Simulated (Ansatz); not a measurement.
Single-point calculation of AlGa3N4 (part 2 of 2)

Continued. System: AlGa3N4 (8 atoms in the cell). Method: DFT, HSE06, plane waves, PAW, no spin polarisation (Ansatz 0.2.0); cutoff 420 eV, 4×4×4 k-mesh, fixed occupations. The structure was built on a prototype by a generator; it need not be a known phase. The geometry comes from this level: r2SCAN.

Geometry of the input (Å; fractional positions):
```
3.1587  0.0000  0.0000
0.0000  3.1587  4.4635
0.0000  -3.1587  4.4635
Al 0.0000  0.0003  0.0003
Ga 0.5000  0.0005  0.4996
Ga 0.5000  0.4996  0.0005
Ga 0.0000  0.4997  0.4997
N  0.5000  0.1197  0.1197
N  0.0000  0.1224  0.6329
N  0.0000  0.6329  0.1224
N  0.5000  0.6249  0.6249
```

Output, continued
```
--- Stress (GPa, compression-positive) ---
        0.077064       0.000000       0.000000
        0.000000      -0.232646       0.000000
        0.000000       0.000000      -0.333833
  P = ⅓ Tr σ = -0.1631 GPa (-1.631 kbar)
--- Band table (eV; the first three rows and the last of 21) ---
  k-point 0: bands = ["-9.0013", "-8.4586", "-8.1990", "-8.0298", "-7.2125", "-7.2009", "-7.1893", "-7.1332", "-7.0842", "-7.0649", "-7.0425", "-6.9177", "-6.9090", "-6.9054", "-6.8951", "-6.8401", "-5.5596", "-5.4477", "-4.7892", "0.8362", "1.0490", "2.0470", "5.5284", "5.5416", "7.1168", "7.1780", "7.3741", "7.4509", "8.2615", "8.2695", "8.3057", "11.8263", "12.8014", "14.6985", "15.2178", "16.9907", "18.8850"]
  k-point 1: bands = ["-8.8453", "-8.4543", "-8.2085", "-8.0223", "-7.1973", "-7.1884", "-7.1444", "-7.1269", "-7.0900", "-7.0491", "-7.0428", "-6.9294", "-6.9275", "-6.9125", "-6.9086", "-6.8472", "-5.9929", "-5.4499", "-4.9281", "1.2895", "1.9499", "2.3690", "4.9992", "5.7474", "6.4399", "6.8238", "6.9351", "7.3790", "7.4477", "8.1436", "8.1564", "12.9056", "13.5993", "14.8333", "15.8366", "17.3759", "17.9286"]
  k-point 2: bands = ["-8.6280", "-8.4772", "-8.2303", "-8.0127", "-7.1828", "-7.1816", "-7.1183", "-7.1132", "-7.0474", "-7.0453", "-6.9769", "-6.9422", "-6.9186", "-6.9131", "-6.8540", "-6.8525", "-6.6534", "-5.3896", "-5.0630", "1.9794", "2.3178", "3.9712", "4.5500", "5.0220", "5.2145", "6.2276", "6.4188", "7.5251", "7.5834", "7.9456", "7.9639", "14.1617", "14.3568", "15.1744", "15.2064", "17.8491", "18.1496"]
  k-point 20: bands = ["-8.4742", "-8.3291", "-8.1668", "-7.8438", "-7.1555", "-7.1310", "-7.1051", "-7.0471", "-7.0336", "-7.0146", "-6.9661", "-6.9037", "-6.9006", "-6.8484", "-6.8460", "-5.6983", "-5.3023", "-4.8781", "-4.7601", "0.8325", "1.0163", "1.7510", "2.3386", "5.5250", "5.5528", "5.5677", "5.5874", "7.1815", "7.2674", "7.3987", "7.4529", "12.7210", "12.7507", "14.6888", "15.1262", "16.2504", "17.5308"]
```

File bands.tsv
```
# k_distance	band_0	band_1	band_2	band_3	band_4	band_5	band_6	band_7	band_8	band_9	band_10	band_11	band_12	band_13	band_14	band_15	band_16	band_17	band_18	band_19	band_20	band_21	band_22	band_23	band_24	band_25	band_26	band_27	band_28	band_29	band_30	band_31	band_32	band_33	band_34	band_35	band_36
# fermi_ev = 8.305744
# lock_threshold_ev = 1e-6
# [0, 0, 0] at k_distance = 0.000000
# [0, 0.5, 0.5] at k_distance = 0.703841
# [0, 0.6247957936, 0.3752042064] at k_distance = 0.952077
# [0, 0.3752042064, -0.3752042064] at k_distance = 1.814338
# [0.5, 0, 0] at k_distance = 3.057805
# [0.5, 0.3752042064, -0.3752042064] at k_distance = 3.804138
# [0.5, 0.6247957936, 0.3752042064] at k_distance = 4.666399
# [0.5, 0.5, 0.5] at k_distance = 4.914635
# [0, 0.5, 0] at k_distance = 6.080970
# levels_relative_to = fermi_ev
# free_energy_ev = -13429.782877
# largest_residual_norms_ev = 4.698e-4 5.460e-4 5.829e-4 5.469e-4 1.205e-3 1.186e-3 1.103e-3 1.057e-3 9.826e-4 1.174e-3 1.487e-3 1.475e-3 1.152e-3 1.137e-3 1.163e-3 1.054e-3 6.099e-4 6.269e-4 6.318e-4 4.666e-4 5.507e-4 8.463e-4 8.136e-4 1.715e-3 1.052e-3 9.703e-4 1.119e-3 1.131e-3 1.014e-3 1.278e-3 1.279e-3 1.013e-3 1.773e-3 9.808e-4 1.459e-3 1.288e-3 1.687e-3
0.000000	-17.307016	-16.764345	-16.504784	-16.335543	-15.518214	-15.506617	-15.495010	-15.438912	-15.389920	-15.370597	-15.348265	-15.223445	-15.214769	-15.211120	-15.200875	-15.145831	-13.865298	-13.753465	-13.094951	-7.469574	-7.256790	-6.258759	-2.777339	-2.764175	-1.188920	-1.127781	-0.931667	-0.854820	-0.044228	-0.036222	0.000000	3.520527	4.495623	6.392797	6.912095	8.684917	10.579254
0.703841	-16.849234	-16.745474	-16.498281	-16.295083	-15.436594	-15.427901	-15.425653	-15.411449	-15.391187	-15.364981	-15.294837	-15.270323	-15.259685	-15.214118	-15.180636	-15.033602	-14.795261	-14.052469	-13.882136	-5.730774	-5.383303	-3.949720	-3.370481	-3.357164	-3.172621	-1.820391	-1.688322	-1.391962	-1.379130	-1.066105	-0.945384	6.167082	6.291170	8.454670	8.568833	8.942391	9.197578
0.952077	-16.854462	-16.747531	-16.514671	-16.300222	-15.452591	-15.444222	-15.432021	-15.428823	-15.365075	-15.333335	-15.321669	-15.265265	-15.248677	-15.215476	-15.175684	-14.980382	-14.716388	-14.582471	-13.338027	-5.944751	-4.683874	-4.343038	-4.299600	-3.745782	-2.209848	-1.834179	-1.608543	-1.511559	-1.404302	-1.316944	-0.514714	6.539423	6.640411	7.190432	7.629023	9.443364	9.583924
1.814338	-16.854462	-16.747531	-16.514671	-16.300222	-15.452591	-15.444222	-15.432021	-15.428823	-15.365075	-15.333335	-15.321669	-15.265265	-15.248677	-15.215476	-15.175684	-14.980382	-14.716388	-14.582471	-13.338027	-5.944751	-4.683874	-4.343038	-4.299600	-3.745782	-2.209848	-1.834179	-1.608543	-1.511559	-1.404302	-1.316944	-0.514714	6.539423	6.640411	7.190432	7.629023	9.443364	9.583924
3.057805	-16.755515	-16.588517	-16.471024	-16.190358	-15.440069	-15.418857	-15.409582	-15.374781	-15.331030	-15.306213	-15.273347	-15.268433	-15.233053	-15.231167	-15.197979	-14.148537	-13.875817	-12.971917	-12.901847	-5.808498	-5.776990	-5.706085	-5.035971	-4.177711	-3.886180	-3.706617	-3.696503	-3.358719	-3.350244	-1.163531	-0.929721	7.442572	7.448692	8.475147	8.624470	8.805560	9.199088
3.804138	-16.769856	-16.615481	-16.478047	-16.144165	-15.454536	-15.420005	-15.393848	-15.361710	-15.342474	-15.327028	-15.301980	-15.228405	-15.210625	-15.165793	-15.155159	-13.941166	-13.537181	-13.306085	-13.186125	-7.288239	-7.092113	-6.255962	-5.714361	-2.865817	-2.830552	-2.795848	-2.753189	-1.786460	-1.631243	-1.210036	-1.103901	4.955461	4.975284	7.116520	7.495721	8.274652	9.378819
4.666399	-16.769856	-16.615481	-16.478047	-16.144165	-15.454536	-15.420005	-15.393848	-15.361710	-15.342474	-15.327028	-15.301980	-15.228405	-15.210625	-15.165793	-15.155159	-13.941166	-13.537181	-13.306085	-13.186125	-7.288239	-7.092113	-6.255962	-5.714361	-2.865817	-2.830552	-2.795848	-2.753189	-1.786460	-1.631243	-1.210036	-1.103901	4.955461	4.975284	7.116520	7.495721	8.274652	9.378819
4.914635	-16.779976	-16.634846	-16.472546	-16.149548	-15.461286	-15.436725	-15.410872	-15.352865	-15.339299	-15.320302	-15.271856	-15.209467	-15.206353	-15.154172	-15.151729	-14.004051	-13.608007	-13.183801	-13.065822	-7.473262	-7.289488	-6.554749	-5.967128	-2.780697	-2.752977	-2.738084	-2.718358	-1.124265	-1.038387	-0.907053	-0.852884	4.415252	4.444989	6.383049	6.820491	7.944652	9.225040
6.080970	-16.933734	-16.782904	-16.536033	-16.318436	-15.488573	-15.487334	-15.424003	-15.418936	-15.353150	-15.351028	-15.282674	-15.247904	-15.224372	-15.218810	-15.159732	-15.158278	-14.959138	-13.695299	-13.368761	-6.326362	-5.987911	-4.334532	-3.755762	-3.283782	-3.091201	-2.078119	-1.886991	-0.780639	-0.722357	-0.360161	-0.341854	5.855963	6.051099	6.868678	6.900660	9.543382	9.843897
```

File v_z.tsv
```
# z_ang	v_es[eV]	v_tot[eV]
# format = ansatz-planar-average/11
# xc	hse06
# density_cutoff_ev	1680
# datasets	Al=:simpson_from_first_knot:soft:fock:shift=0	Ga=:simpson_from_first_knot:soft:fock:shift=0	N=:simpson_from_first_knot:soft:fock:shift=0
# lattice	3.158699248	0.000000000	0.000000000
# lattice	0.000000000	3.158746351	4.463497518
# lattice	0.000000000	-3.158746351	4.463497518
# sites	8
# site	13	0.000000000	0.000000000	0.003068413
# site	31	1.579349624	-1.576674671	2.232031802
# site	31	1.579349624	1.576674671	2.232031802
# site	31	0.000000000	0.000000000	4.460411829
# site	7	1.579349624	0.000000000	1.068703871
# site	7	0.000000000	-1.612367906	3.371416767
# site	7	0.000000000	1.612367906	3.371416767
# site	7	1.579349624	0.000000000	5.578406339
0.000000	3.012740e0	-7.174367e0
0.136703	1.650085e0	-8.935695e0
0.273407	1.193642e-1	-1.068030e1
0.410110	-1.085587e0	-1.188796e1
0.546813	-1.443024e0	-1.204186e1
0.683517	-6.216493e-1	-1.088711e1
0.820220	1.359411e0	-8.519678e0
0.956923	4.070525e0	-5.348604e0
1.093627	6.863404e0	-2.020375e0
1.230330	9.212094e0	9.041874e-1
1.367033	1.075019e1	2.982803e0
1.503737	1.122268e1	3.863247e0
1.640440	1.085665e1	3.695791e0
1.777144	9.871124e0	2.740865e0
1.913847	8.365473e0	1.211881e0
2.050550	6.750221e0	-6.684234e-1
2.187254	5.359846e0	-2.672968e0
2.323957	4.316321e0	-4.434990e0
2.460660	3.574165e0	-5.847265e0
2.597364	3.041984e0	-6.963883e0
2.734067	2.341283e0	-8.155038e0
2.870770	1.195781e0	-9.667747e0
3.007474	-1.433505e-1	-1.120123e1
3.144177	-1.218163e0	-1.227891e1
3.280880	-1.551400e0	-1.242343e1
3.417584	-8.052414e-1	-1.134448e1
3.554287	1.054073e0	-9.058729e0
3.690990	3.660667e0	-5.954099e0
3.827694	6.406168e0	-2.647982e0
3.964397	8.815800e0	3.375541e-1
4.101100	1.053600e1	2.606362e0
4.237804	1.122363e1	3.746057e0
4.374507	1.094836e1	3.749641e0
4.511210	1.000908e1	2.942488e0
4.647914	8.584442e0	1.524572e0
4.784617	7.051684e0	-1.587247e-1
4.921321	5.783897e0	-1.844783e0
5.058024	4.904511e0	-3.390429e0
5.194727	4.335954e0	-4.660327e0
5.331431	3.863122e0	-5.775600e0
```

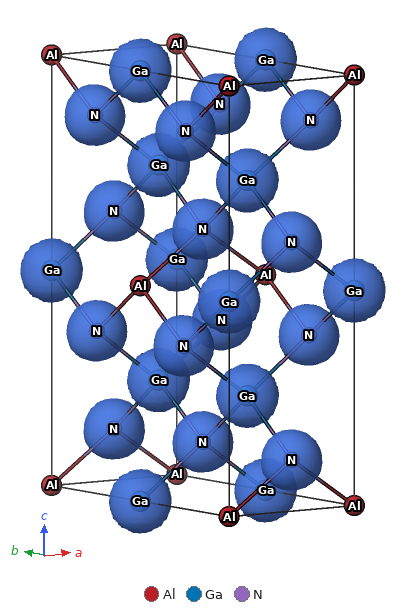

Isosurface of the valence charge density (pseudo) at 1.5 e/Å³ (blue), seen at an oblique angle. Sticks mark near contacts. The outline is the cell set on symmetry axes. At this value the density breaks into separate islands; it holds about 60 % of the electrons treated as valence (semicore included). It is pinched off along the Al–N (1.89 Å) and Ga–N (1.94 Å) contacts. On the grid the lowest density along these lines, outside the cores, is 0.58 e/Å³ (Al–N, 1.89 Å) and 0.74 e/Å³ (Ga–N, 1.94 Å). Core electrons are frozen (PAW), so the fields are smoothed inside the atomic spheres.

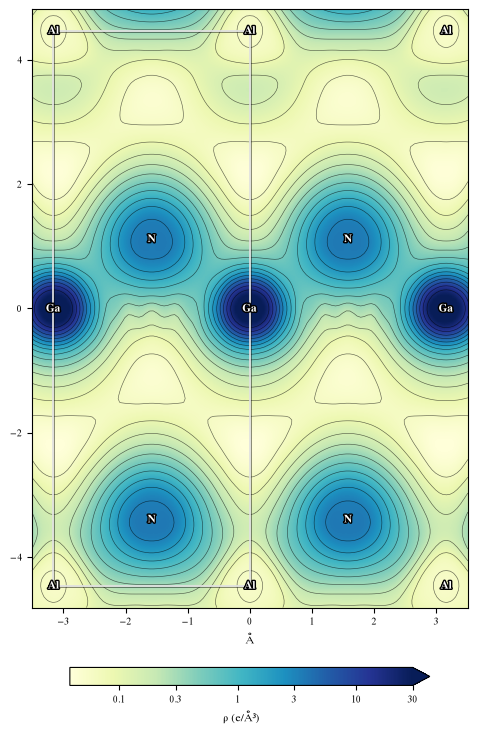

Valence charge density (pseudo) on the (010) plane of the conventional cell. Al–N (1.91 Å): ρ is about 0.68 e/Å³ halfway. Ga–N (1.94 Å): ρ at the midpoint is about 0.77 e/Å³. Away from the nuclei the density in this plane falls to 0.04 e/Å³ at its lowest.
